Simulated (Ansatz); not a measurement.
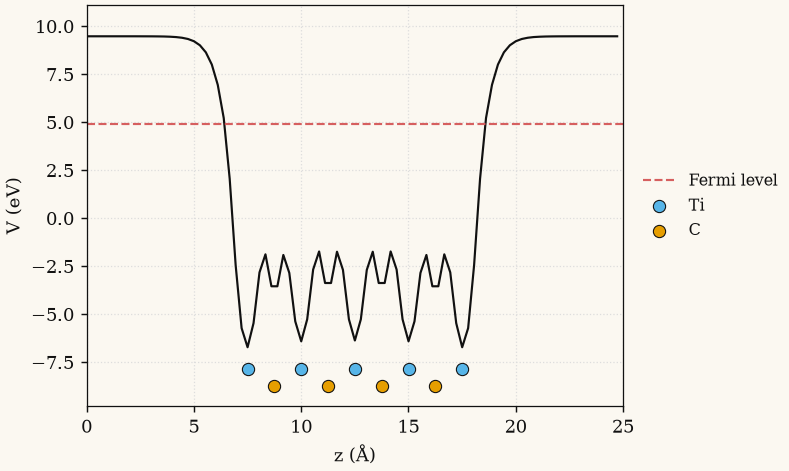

Describe the figure.

Plane-averaged electrostatic potential energy of an electron across the slab; circles at the bottom mark the heights of the atoms. System: a (111) slab cut from TiC (Fm-3m), unrelaxed, of composition Ti₅C₄ (not the bulk's), ended by Ti planes, 9 atoms in the cell. Ansatz; DFT PBE, scalar-relativistic, plane waves, PAW, no spin polarisation, 12×12×1 k mesh, Gaussian smearing of 0.1 eV.

The work function is 4.59 eV, the same on both faces. The two vacuum levels agree, so the slab has no net dipole along its normal. The outermost atoms are 10.0 Å apart, which leaves 15.0 Å of vacuum in a cell 25.0 Å high.

The atoms aren't at rest in this cell (largest force 2.1 eV/Å), so the relaxed material can differ.
